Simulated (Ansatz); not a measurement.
System: Rh.

Input

```
crystal:
  lattice:
    - [0.0, 1.94908875, 1.85401125]
    - [1.94908875, 0.0, 1.85401125]
    - [1.94908875, 1.94908875, 0.0]
  atoms:
    - { symbol: Rh, position: [0.0, 0.0, 0.0] }
basis:
  ecutwfc: 500
kpoints:
  mp_grid: { grid: [22, 22, 22] }
hamiltonian:
  xc: r2scan
scf:
  occupations: { method: gaussian, width: 0.15 }
output:
  forces: true
  stress: true
  eigenvalues: true
  write_density: true
  write_potential: true
  elf: true
  volumetric_format: npy
```

Command:

```sh
ansatz run input.yaml --threads 1 --pin off --max-ram 2560MiB --backend cpu --events-out ev --progress --plain --runs-dir out
```

Below, planes, directions and counts refer to the conventional cell (a = 2.76 Å, b = 2.76 Å, c = 3.71 Å, α = 90.00°, β = 90.00°, γ = 90.00°).

Space group I4/mmm; changed on purpose from its base cell (strain +0.025 along x and y, -0.025 along z, atoms carried along); computed pressure about −7 GPa in this cell; computed without spin polarisation.

Theory: Ansatz 0.2.0, DFT r2SCAN, scalar-relativistic, plane waves, PAW.

Question: What can the converged valence pseudo-density and electron localisation function tell about the bonding?

Answer: Rh–Rh (2.69 Å): ρ is about 0.37 e/Å³ halfway; the ELF is about 0.25 at the midpoint; no shared electron pair shows on this line.

Question: Does the calculation make it a metal, or give it a gap?

Answer: It is gapless in this calculation (a metal or semimetal).

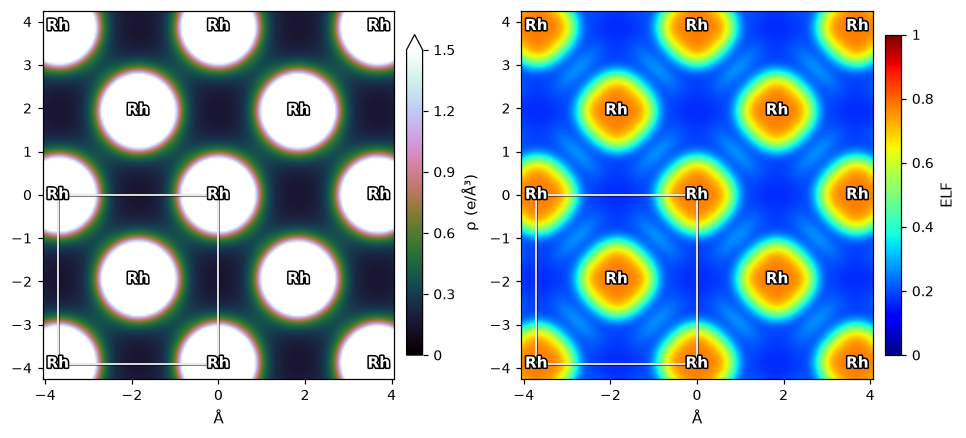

Computed valence pseudo-density and electron localisation function on the (110) plane of the conventional cell, in this order. 

In a PAW calculation such maps are meaningful between the atoms, not at the nuclei.
